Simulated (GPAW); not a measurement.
Consider ZnS (zinc-blende (ZnS)1-x(ZnSe)x, x = 0, F-43m).

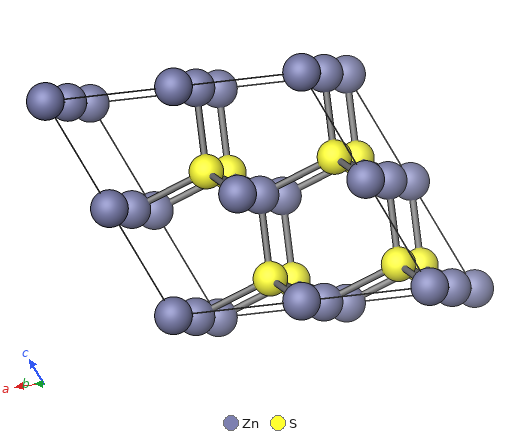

The structure (zinc blue, sulfur yellow). Bonds to atoms that aren't drawn are left out. Some periodic images of atoms are drawn too.

```xyz
16
Lattice="0.0000 5.4100 5.4100 5.4100 0.0000 5.4100 5.4100 5.4100 0.0000" Properties=species:S:1:pos:R:3 pbc="T T T"
Zn    0.0000    0.0000    0.0000
S     1.3525    1.3525    1.3525
Zn    2.7050    2.7050    0.0000
S     4.0575    4.0575    1.3525
Zn    2.7050    0.0000    2.7050
S     4.0575    1.3525    4.0575
Zn    5.4100    2.7050    2.7050
S     6.7625    4.0575    4.0575
Zn    0.0000    2.7050    2.7050
S     1.3525    4.0575    4.0575
Zn    2.7050    5.4100    2.7050
S     4.0575    6.7625    4.0575
Zn    2.7050    2.7050    5.4100
S     4.0575    4.0575    6.7625
Zn    5.4100    5.4100    5.4100
S     6.7625    6.7625    6.7625
```

Absorber: atom 1, with 4 S at 2.34 Å (tetrahedral). Method: GPAW, PBE, excited-electron core hole (neutral cell), 16-atom cell with 7.7 Å between holes, 4×4×4 k points, dipole transitions, Gaussian full width 1.67 eV up to 4 eV, rising linearly to 3.5 eV at 25 eV.

**Question.** Predict the near-edge structure at the Zn K edge.

Main maxima up to 27 eV above the zero (height): 4.8 eV (2.01), 8.8 eV (1.00) and 12.2 eV (1.02). A K edge sees empty p states on the absorber. The total-energy difference is 9692.84 eV. One term is added: -30.96 eV, since the hole is spin-paired here and a spin-polarised one costs that much less in the free atom (computed apart). The photon energy is then 9661.88 eV. The tabulated edge of the element is 9659 eV. The functional leaves an error of a few eV in such absolute values.

The Zn K spectrum (energy from the bottom of the conduction band, which holds the excited electron; intensity scaled to a mean of 1 over the first 20 eV):

```csv
E (eV),intensity
-2.0,0.00
-0.5,0.01
1.0,0.23
2.5,0.97
4.0,1.68
5.5,1.68
7.0,0.78
8.5,0.99
10.0,0.86
11.5,0.98
13.0,1.01
14.5,1.00
16.0,1.01
17.5,1.01
19.0,0.94
20.5,0.81
22.0,0.78
23.5,0.83
25.0,0.84
26.5,0.92
```

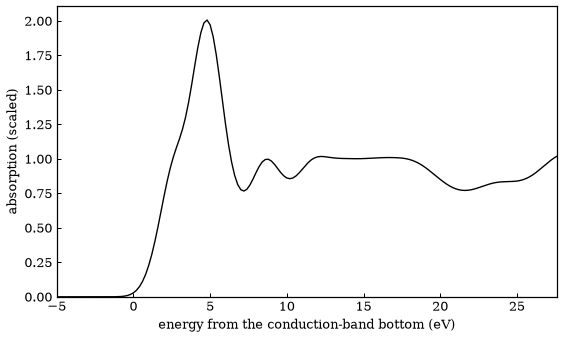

The Zn K edge.

The script folds with a Gaussian, whereas the core hole's own line is a Lorentzian, so the onset is too steep and the first peak too high.

[Banner, clock and machine lines of the logs are left out without a mark of their own.]

[Logs are printed without paths, hosts, clocks, repeated set-up lines and the standing remarks that a program may print on its own settings, such as how far it seeks lower states.]

[Hosts, paths, dates, database ids (printed as entryN), source tags and the programs' standing remarks are cut or masked in the printed files.]

[Lists of maxima count a maximum above −3 eV only where it reaches 4 % of the highest in the window and stands out from its surroundings by 2 % of it (1.5 % where it reaches 55 %); shoulders and weaker maxima are passed over, and of the rest the first, up to two pre-edge ones and the few strongest are named.]
